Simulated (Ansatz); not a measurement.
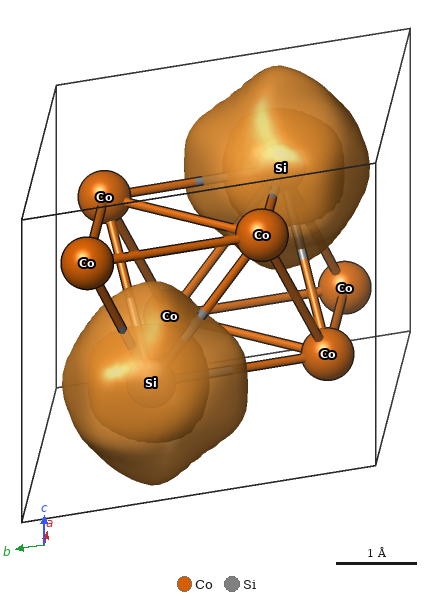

Figure. Co$_{3}$Si. Isosurface of the ELF at 0.55 (orange), seen at an oblique angle. Only the valence region is drawn (cores and ρ < 0.01 e/Å³ removed). Sticks mark near contacts.

Space group P6₃/mmc; a structure from a database of computed crystals, not necessarily the ambient phase; the program warned that a lower state may break the symmetry; spin-polarised.

Level of theory: DFT r2SCAN, scalar-relativistic, plane waves, PAW (Ansatz).

In a PAW calculation such maps are meaningful between the atoms, not at the nuclei.

Q: Where are the electrons localised?

A: The ELF exceeds this value in two regions wrapped around Si (the valence shell of each), counted in one cell of 8 atoms. Regions shared between cells count once. Profiles from the grid: Co–Co (2.42 Å): the ELF is about 0.30 at the midpoint: no shared electron pair shows on this line. Co–Si (2.45 Å): the ELF peaks at about 0.65 in the valence shell of Si, 0.9 Å from its nucleus, and is about 0.45 at the midpoint.

Q: Does the calculation make it a metal, or give it a gap?

A: It is metallic or semimetallic at this level of theory: no gap opens.
